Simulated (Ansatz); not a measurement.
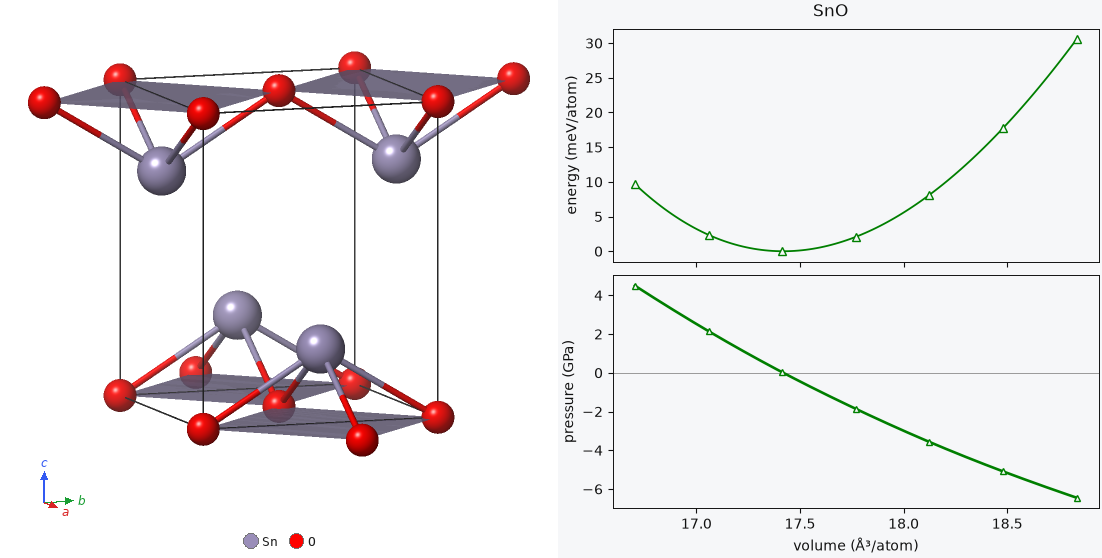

The plot gives the computed energy and pressure against volume for SnO, space group P4/nmm (No. 129). The conventional cell is drawn beside the plot.

Cell as given: a = 3.814 Å, b = 3.814 Å, c = 4.887 Å, α = 90.00°, β = 90.00°, γ = 90.00°; 4 atoms.

Computed with Ansatz 0.2.0: plane-wave DFT, no spin polarisation; energies at scaled volumes of the given cell, shape and fractions fixed, counted from the fit's minimum, third-order Birch-Murnaghan fit. Level: PBEsol with D4.

- k mesh: 7×7×6
- occupations: Fermi–Dirac
- smearing width: 0.05 eV
- potentials: Ansatz PAW
- wave cutoff: 420 eV
- density cutoff: 1680 eV

### How stiff is the solid, and where is its volume at rest?

A third-order Birch–Murnaghan fit gives V0 = 17.42 Å³/atom, B0 = 97.8 GPa and B′ = 4.3.

### How does the pressure vary with volume?

It falls from 4.50 GPa at volume 16.70 Å³/atom to −6.45 GPa at 18.84 Å³/atom, and changes sign near 17.42 Å³/atom.

Note: shape and atomic fractions are frozen while scaling, which makes layered, chain and framework solids too stiff.
